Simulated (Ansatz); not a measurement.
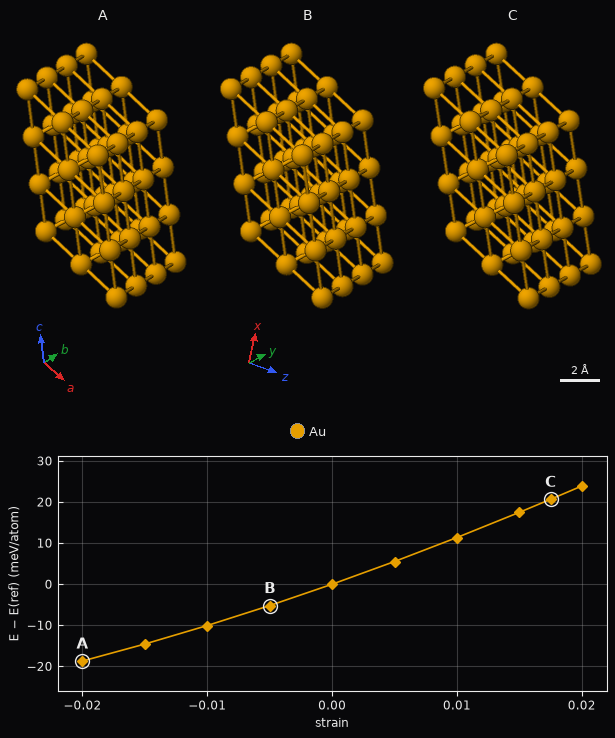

A scan of solid Au (Im-3m): the cell is strained along z alone, with the atoms kept at their fractional coordinates. x, y and z are the Cartesian axes of the input. The lettered frames are marked on the plot. A ball-and-stick model of the cell of the calculation, repeated 2 × 3 × 3 with one cell outlined, seen slightly off an axis.

These are results of DFT PBEsol, scalar-relativistic, plane waves, PAW (Ansatz 0.2.0), not measurements. Set-up: plane-wave cutoff 420 eV; k-point mesh 20 × 20 × 20; occupations gaussian; smearing width 0.15 eV; no spin polarisation. Energies (free energies at the smearing named) are counted from the cell as listed in its source, which wasn't relaxed.

> Describe the profile.

Of the computed points the lowest is at the strain −0.02, −18.7 meV/atom. The energy is still falling at the end of the range, so the minimum along this coordinate lies there or beyond. At the ends of the scan the energy is −18.7 meV/atom (−0.02) and 23.9 meV/atom (0.02). The unrelaxed reference is under a pressure of −9.4 GPa, which tilts the curve. The distortion takes the space group from Im-3m to I4/mmm. At the strain −0.02 the cell of the drawing goes a 2.870 → 2.851 Å, b 2.870 → 2.851 Å, c 2.870 → 2.851 Å, α 109.5° → 108.9°, β 109.5° → 108.9°, γ 109.5° → 110.6°.

The computed points:

```
 strain  E − E(ref) (meV/atom)
−0.0200                  −18.7
−0.0150                  −14.6
−0.0100                  −10.1
−0.0050                   −5.2
 0.0000                    0.0
 0.0050                    5.5
 0.0100                   11.4
 0.0150                   17.5
 0.0175                   20.7
 0.0200                   23.9
```
